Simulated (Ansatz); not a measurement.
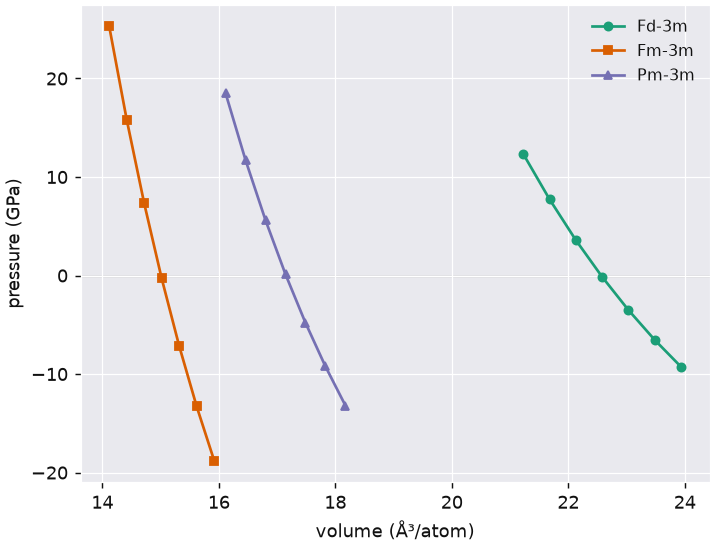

The figure shows the pressure against volume, with one curve for each structure, for Re.

Computed with Ansatz 0.2.0 development build: equation of state of a cubic crystal from periodic Kohn-Sham density functional theory without spin, third-order Birch-Murnaghan fit to the free energies; pressure corrected for the finite basis. Level: PBE.

```tsv
setting	value
occupation method	Fermi–Dirac
occupation width	0.06123 eV
wave cutoff	420 eV
datasets	soft-1 PAW
density tolerance	1e-07 eV
density cutoff ratio	4
search for lower states	default
```

Settings that differ: Fd-3m: k mesh 17×17×17, atoms in cell 2, lattice centring face-centred primitive, space group number 227, structure type diamond; Fm-3m: k mesh 24×24×24, atoms in cell 1, lattice centring face-centred primitive, space group number 225, structure type fcc; Pm-3m: k mesh 42×42×42, atoms in cell 1, lattice centring simple cubic, space group number 221, structure type simple cubic.

> Order the curves by fitted equilibrium volume, smallest first.

Fm-3m 15.01, Pm-3m 17.15, Fd-3m 22.56 Å³/atom.

> Order the curves by fitted bulk modulus, smallest first.

Fd-3m 178, Pm-3m 259, Fm-3m 362 GPa.

Note: cubic model structure, not the ambient form.

The computed values:

Fd-3m:
```
volume (Å³/atom)  pressure (GPa)
           21.23            12.3
           21.68             7.7
           22.13             3.6
           22.58            -0.1
           23.03            -3.5
           23.48            -6.5
           23.94            -9.3
```

Fm-3m:
```
volume (Å³/atom)  pressure (GPa)
           14.12            25.3
           14.42            15.8
           14.72             7.3
           15.02            -0.3
           15.32            -7.2
           15.62           -13.3
           15.92           -18.8
```

Pm-3m:
```
volume (Å³/atom)  pressure (GPa)
           16.12            18.5
           16.46            11.7
           16.80             5.6
           17.14             0.1
           17.49            -4.8
           17.83            -9.2
           18.17           -13.2
```
